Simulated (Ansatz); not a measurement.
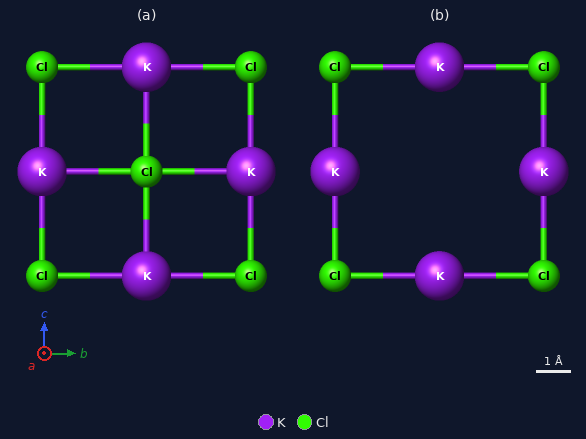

Left: perfect KCl. Right: the same region with one point defect, after relaxing the atoms in a supercell of 54 sites. Style: ball-and-stick. Shown: the atoms within 5.4 Å of one point, in a slice 4.2 Å thick across the line of sight, along the a axis.

Computed with DFT, PBE, plane-wave PAW, default files, scalar-relativistic (Ansatz 0.2.0). Settings: plane-wave cutoff 420 eV; k-point mesh 2 × 2 × 2; occupations fermi dirac; smearing width 0.01 eV; collinear spin. The axes drawn are those of the host's conventional cell.

**What kind of defect was made?**

A chlorine atom is taken out (a vacancy).

The charge state of the cell is 0.

**How does the lattice respond?**

Around the empty Cl site the host had 6 K at 3.15 Å; after relaxation the nearest atoms are 6 K at 3.15 Å. Of the host's atoms, a potassium atom moves furthest from its site, by 0.00 Å. The cell's net moment is 1.00 μB.
